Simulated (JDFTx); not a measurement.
## Band-structure run of BN

- system: BN (2 atoms in the cell)
- method: Kohn-Sham DFT of a periodic cell, BLYP, PseudoDojo-SR-PBE-0.5-standard, no spin polarisation (JDFTx 1.7.0 (patched build))

The structure derives from a Materials Project entry.

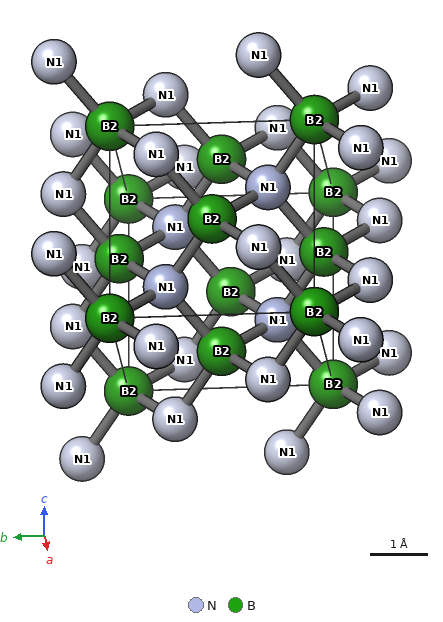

The structure as given in the input (ball-and-stick view of the cell 4 times as large as that of the calculation, set on its symmetry axes, seen at an oblique angle; neighbours outside the cell are drawn fainter; atoms are numbered from 1 in the order of the input). Near neighbours in the crystal (not all of them lie inside the picture): N has 4 B at 1.57 Å; B has 4 N at 1.57 Å.

### Results in brief

| quantity | value |
| --- | --- |
| outcome | converged |
| space group (tolerance 0.01 Å) | F-43m (216) |
| electrons treated | 8 |
| gap on the band path | 4.88 eV |
| hardware | 1 thread of Intel Xeon (Granite Rapids), 16 GiB of memory available, shared host |
| wall time | 2.8 s |
| peak memory | 0.08 GiB |

### Input file
```
lattice \
    0.0000000000     1.8130010000     1.8130010000 \
    1.8130010000     0.0000000000     1.8130010000 \
    1.8130010000     1.8130010000     0.0000000000
latt-scale 1.889726124626 1.889726124626 1.889726124626
coords-type Lattice
ion N      0.2500000000     0.2500000000     0.2500000000 1
ion B      0.0000000000     0.0000000000     0.0000000000 1

ion-species pseudo/N.upf
ion-species pseudo/B.upf
elec-cutoff 42 336
elec-ex-corr gga-x-b88 gga-c-lyp
elec-smearing Fermi 0.0018374661
elec-n-bands 9
electronic-minimize nIterations 30 energyDiffThreshold 1e-06
davidson-band-ratio 1.3
forces-output-coords Cartesian
include path.kpoints
symmetries none
fix-electron-density run.$VAR

dump-name bands.$VAR
dump End Ecomponents EigStats BandEigs Kpoints Forces
```

### File path.kpoints
```
kpoint +0.0000000000 +0.0000000000 +0.0000000000 0.020000000000
kpoint +0.0714285714 +0.0000000000 +0.0714285714 0.020000000000
kpoint +0.1428571429 +0.0000000000 +0.1428571429 0.020000000000
kpoint +0.2142857143 +0.0000000000 +0.2142857143 0.020000000000
kpoint +0.2857142857 +0.0000000000 +0.2857142857 0.020000000000
kpoint +0.3571428571 +0.0000000000 +0.3571428571 0.020000000000
kpoint +0.4285714286 +0.0000000000 +0.4285714286 0.020000000000
kpoint +0.5000000000 +0.0000000000 +0.5000000000 0.020000000000
kpoint +0.5000000000 +0.0833333333 +0.5833333333 0.020000000000
kpoint +0.5000000000 +0.1666666667 +0.6666666667 0.020000000000
kpoint +0.5000000000 +0.2500000000 +0.7500000000 0.020000000000
kpoint +0.4375000000 +0.3125000000 +0.7500000000 0.020000000000
kpoint +0.3750000000 +0.3750000000 +0.7500000000 0.020000000000
kpoint +0.3281250000 +0.3281250000 +0.6562500000 0.020000000000
kpoint +0.2812500000 +0.2812500000 +0.5625000000 0.020000000000
kpoint +0.2343750000 +0.2343750000 +0.4687500000 0.020000000000
kpoint +0.1875000000 +0.1875000000 +0.3750000000 0.020000000000
kpoint +0.1406250000 +0.1406250000 +0.2812500000 0.020000000000
kpoint +0.0937500000 +0.0937500000 +0.1875000000 0.020000000000
kpoint +0.0468750000 +0.0468750000 +0.0937500000 0.020000000000
kpoint +0.0000000000 +0.0000000000 +0.0000000000 0.020000000000
kpoint +0.0833333333 +0.0833333333 +0.0833333333 0.020000000000
kpoint +0.1666666667 +0.1666666667 +0.1666666667 0.020000000000
kpoint +0.2500000000 +0.2500000000 +0.2500000000 0.020000000000
kpoint +0.3333333333 +0.3333333333 +0.3333333333 0.020000000000
kpoint +0.4166666667 +0.4166666667 +0.4166666667 0.020000000000
kpoint +0.5000000000 +0.5000000000 +0.5000000000 0.020000000000
kpoint +0.5250000000 +0.4500000000 +0.5250000000 0.020000000000
kpoint +0.5500000000 +0.4000000000 +0.5500000000 0.020000000000
kpoint +0.5750000000 +0.3500000000 +0.5750000000 0.020000000000
kpoint +0.6000000000 +0.3000000000 +0.6000000000 0.020000000000
kpoint +0.6250000000 +0.2500000000 +0.6250000000 0.020000000000
kpoint +0.5625000000 +0.2500000000 +0.6875000000 0.020000000000
kpoint +0.5000000000 +0.2500000000 +0.7500000000 0.020000000000
kpoint +0.5000000000 +0.2916666667 +0.7083333333 0.020000000000
kpoint +0.5000000000 +0.3333333333 +0.6666666667 0.020000000000
kpoint +0.5000000000 +0.3750000000 +0.6250000000 0.020000000000
kpoint +0.5000000000 +0.4166666667 +0.5833333333 0.020000000000
kpoint +0.5000000000 +0.4583333333 +0.5416666667 0.020000000000
kpoint +0.5000000000 +0.5000000000 +0.5000000000 0.020000000000
kpoint +0.4791666667 +0.4791666667 +0.5416666667 0.020000000000
kpoint +0.4583333333 +0.4583333333 +0.5833333333 0.020000000000
kpoint +0.4375000000 +0.4375000000 +0.6250000000 0.020000000000
kpoint +0.4166666667 +0.4166666667 +0.6666666667 0.020000000000
kpoint +0.3958333333 +0.3958333333 +0.7083333333 0.020000000000
kpoint +0.3750000000 +0.3750000000 +0.7500000000 0.020000000000
kpoint +0.6250000000 +0.2500000000 +0.6250000000 0.020000000000
kpoint +0.5833333333 +0.1666666667 +0.5833333333 0.020000000000
kpoint +0.5416666667 +0.0833333333 +0.5416666667 0.020000000000
kpoint +0.5000000000 +0.0000000000 +0.5000000000 0.020000000000
```

Run as:
```bash
jdftx -c 1 -i bands.in -o bands.out
```

### What the program printed
```
*************** JDFTx 1.7.0 (patched build) ***************

Input parsed successfully to the following command list (including defaults):
[... the input with its defaults ...]

---------- Initializing the Grid ----------
R =
[            0      3.42608      3.42608  ]
[      3.42608            0      3.42608  ]
[      3.42608      3.42608            0  ]
unit cell volume = 80.4305
G =
[  -0.916965   0.916965   0.916965  ]
[   0.916965  -0.916965   0.916965  ]
[   0.916965   0.916965  -0.916965  ]
Minimum fftbox size, Smin = [  40  40  40  ]
Chosen fftbox size, S = [  40  40  40  ]

---------- Initializing tighter grid for wavefunction operations ----------
R =
[            0      3.42608      3.42608  ]
[      3.42608            0      3.42608  ]
[      3.42608      3.42608            0  ]
unit cell volume = 80.4305
G =
[  -0.916965   0.916965   0.916965  ]
[   0.916965  -0.916965   0.916965  ]
[   0.916965   0.916965  -0.916965  ]
Minimum fftbox size, Smin = [  32  32  32  ]
Chosen fftbox size, S = [  32  32  32  ]

---------- Exchange Correlation functional ----------
Initialized LibXC exchange functional 'Becke 88'
Initialized LibXC correlation functional 'Lee, Yang & Parr'

---------- Setting up pseudopotentials ----------
Width of ionic core gaussian charges (only for fluid interactions / plotting) set to 0

Reading pseudopotential file 'pseudo/N.upf':
  'N' pseudopotential, 'PBE' functional
  Generated using ONCVPSP code by D. R. Hamann
  5 valence electrons, 2 orbitals, 4 projectors, 1001 radial grid points, with lMax = 1
    2S    l: 0   occupation:  2.0   eigenvalue: -0.682907
    2P    l: 1   occupation:  3.0   eigenvalue: -0.260548
  Core radius for overlap checks: 1.31 bohrs.

Reading pseudopotential file 'pseudo/B.upf':
  'B' pseudopotential, 'PBE' functional
  Generated using ONCVPSP code by D. R. Hamann
  3 valence electrons, 2 orbitals, 4 projectors, 1001 radial grid points, with lMax = 1
    2S    l: 0   occupation:  2.0   eigenvalue: -0.347027
    2P    l: 1   occupation:  1.0   eigenvalue: -0.132548
  Core radius for overlap checks: 1.18 bohrs.

Initialized 2 species with 2 total atoms.

Folded 50 k-points by 1x1x1 to 50 k-points.

---------- Setting up k-points, bands, fillings ----------
No reducable k-points.
Computing the number of bands and number of electrons
Calculating initial fillings.
nElectrons:   8.000000   nBands: 9   nStates: 50

----- Setting up reduced wavefunction bases (one per k-point) -----
average nbasis = 1043.820 , ideal nbasis = 1045.656

---------- Setting up ewald sum ----------
Optimum gaussian width for ewald sums = 1.556064 bohr.
Real space sum over 1331 unit cells with max indices [  5  5  5  ]
Reciprocal space sum over 2197 terms with max indices [  6  6  6  ]

---------- Allocating electronic variables ----------
Reading n from file 'run.n' ... done
Initializing wave functions:  linear combination of atomic orbitals
Note: number of bands (9) exceeds available atomic orbitals (8)

----------- Band structure minimization -------------
Minimization will be done independently for each quantum number.

---- Minimization of quantum number:     0  [ +0.0000000 +0.0000000 +0.0000000 ]  0.040000000 ----
BandDavidson: Iter:   0  Eband: +0.237831896474242
BandDavidson: Iter:   1  Eband: +0.215663796915718  dEband: -2.216810e-02
BandDavidson: Iter:   2  Eband: +0.213850434657944  dEband: -1.813362e-03
BandDavidson: Iter:   3  Eband: +0.213498867300156  dEband: -3.515674e-04
[... 592 lines of inner loops ...]
BandDavidson: Iter:   5  Eband: +0.207143059854180  dEband: -2.701703e-06
BandDavidson: Iter:   6  Eband: +0.207142532677989  dEband: -5.271762e-07
BandDavidson: Converged (dEband<1.000000e-06)
	FillingsUpdate:  mu: +0.478338762  nElectrons: 8.000000

Dumping 'bands.eigStats' ...
	eMin: -0.313770 at state 0 ( [ +0.000000 +0.000000 +0.000000 ] spin 0 )
	HOMO: +0.419952 at state 20 ( [ +0.000000 +0.000000 +0.000000 ] spin 0 )
	mu  : +0.478339
	LUMO: +0.599286 at state 49 ( [ +0.500000 +0.000000 +0.500000 ] spin 0 )
	eMax: +1.335684 at state 0 ( [ +0.000000 +0.000000 +0.000000 ] spin 0 )
	HOMO-LUMO gap: +0.179334
	Optical gap  : +0.329270 at state 20 ( [ +0.000000 +0.000000 +0.000000 ] spin 0 )
Done!
```
